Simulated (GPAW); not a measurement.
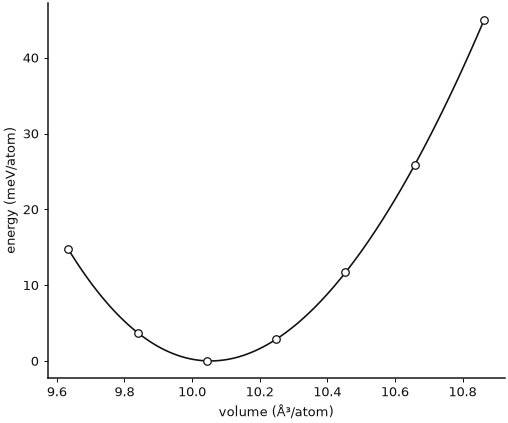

The plot gives the computed energy against volume.

Computed with GPAW 26.7.0: PAW DFT in plane waves, on a grid or in atomic orbitals, no spin polarisation; energies at scaled volumes of the given cell, shape and fractions fixed, counted from the fit's minimum, third-order Birch-Murnaghan fit. Level: PBEsol.

Question: For which of these solids was it computed?
A. Te₂Mo, P6_3/mmc (No. 194)
B. ZrB₂, P6/mmm (No. 191)
C. CdF₂, Fm-3m (No. 225)

Answer: B, ZrB₂: energy from 0.01 meV/atom to 44.99 meV/atom, V0 10.05 Å³/atom, B0 251 GPa. The others give: CdF₂, energy from 0.07 meV/atom to 16.38 meV/atom, V0 12.97 Å³/atom, B0 110 GPa; Te₂Mo, energy from 0.08 meV/atom to 42.70 meV/atom, V0 24.54 Å³/atom, B0 104 GPa.

For Te₂Mo, limits of the calculation: shape and atomic fractions are frozen while scaling, which makes layered, chain and framework solids too stiff.

For ZrB₂, limits of the calculation: shape and atomic fractions are frozen while scaling, which makes layered, chain and framework solids too stiff.
